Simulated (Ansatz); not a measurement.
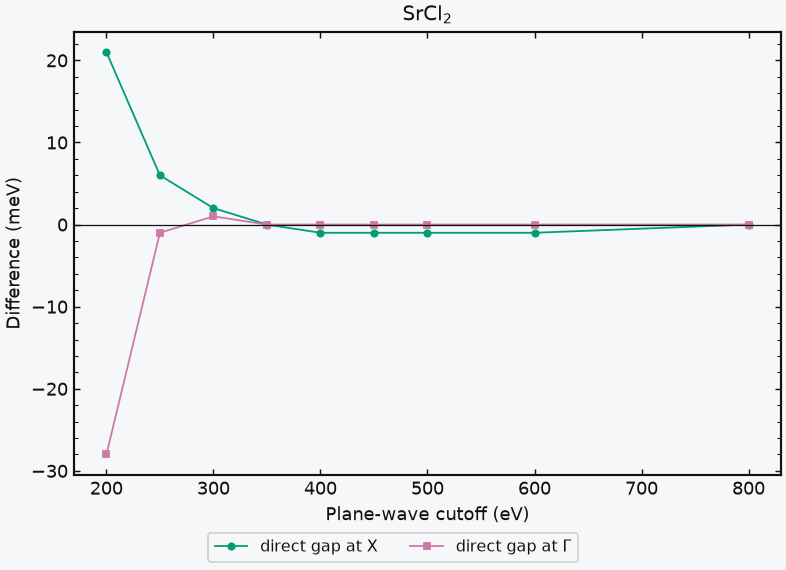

Gaps of fluorite-type SrCl2, space group Fm-3m (No. 225), 3 atoms in the primitive cell (cubic a = 6.977 Å) as the plane-wave cutoff is raised, all else fixed but the density cutoff, which follows it. The plot shows differences from the last run. Method: r2SCAN, Ansatz PAW, no spin polarisation, no spin-orbit coupling, 6×6×6 k mesh, cold smearing of 0.05 eV (Ansatz).

Which plane-wave cutoff is enough for 10 meV?

The direct gap at X starts +21 meV from the last run and stays within 10 meV of it from 250 eV on. The direct gap at Γ starts −28 meV from the last run and stays within 10 meV of it from 250 eV on.

| plane-wave cutoff | direct gap at X (eV) | direct gap at Γ (eV) |
| --- | --- | --- |
| 200 eV | 6.011 | 6.286 |
| 250 eV | 5.996 | 6.313 |
| 300 eV | 5.992 | 6.315 |
| 350 eV | 5.990 | 6.314 |
| 400 eV | 5.989 | 6.314 |
| 450 eV | 5.989 | 6.314 |
| 500 eV | 5.989 | 6.314 |
| 600 eV | 5.989 | 6.314 |
| 800 eV | 5.990 | 6.314 |

The PAW data sets were made with another functional. LDA, GGA and most meta-GGA functionals understate gaps.
